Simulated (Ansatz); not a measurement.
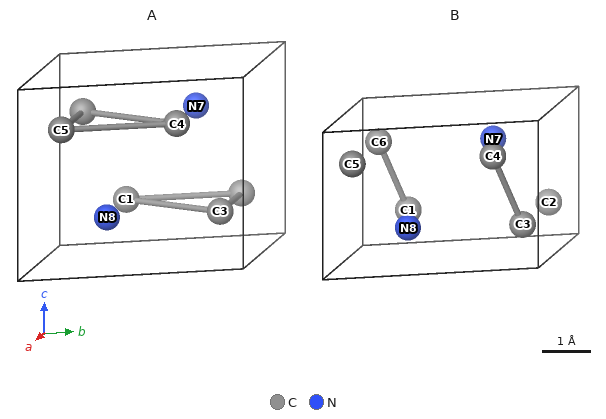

Two geometries of a crystal of C3N (a generated structure, set up in P6_3/mmc) (coarse preliminary run), drawn at one scale. One is the start of a relaxation, the other its converged end. A ball-and-stick model of the cell of the calculation, seen slightly off an axis.

Method: DFT PBE, scalar-relativistic, plane waves, PAW (Ansatz 0.2.0). Settings: plane-wave cutoff 420 eV; k-point mesh 6 × 6 × 4; occupations gaussian; smearing width 0.1 eV; no spin polarisation; cell and atoms relaxed; force threshold 0.04 eV/Å; at most 70 steps.

Question: Which of the two is the end point?

Answer: Structure B is the relaxed one. The largest moves relative to the cell, 0.39 Å, are those of C1, C2, C3, C4, C5 and C6. C6 goes along [−2 −1 0]. N stays in place. The drawn cell changes as follows: a = b 5.036 → 4.821 Å (−4.3 %), c 4.069 → 3.129 Å (−23.1 %); the volume changes by −29.5 %. Among the contacts that change: C1–C2 2.460 → 1.683 Å, C1–C5 2.481 → 1.842 Å, C1–C2 (another image) 2.577 → 3.138 Å. New bonds form, among them: C1–C5 (2.48 → 1.84 Å), C1–C6 (2.48 → 1.84 Å), C2–C4 (2.48 → 1.84 Å), C2–C6 (2.48 → 1.84 Å). The space group stays P6_3/mmc (No. 194). Over 8 accepted moves (10 points after the start) the energy falls by 862 meV per atom. Largest force component: 0.32 eV/Å at the start, 0.014 eV/Å at the end. Pressure: −30.19 GPa at the start and −0.08 GPa at the end. The line search rejected the trial step at point 4 of the run. The SCF was repeated once at an unchanged geometry on a basis and grid sized afresh for the cell, which shifted the energy by 3.1 meV per atom at most.

Limits of the set-up: the k-point mesh is coarse for a cell with partly filled bands; layers or molecules are held without a dispersion correction, so their spacing is unreliable.
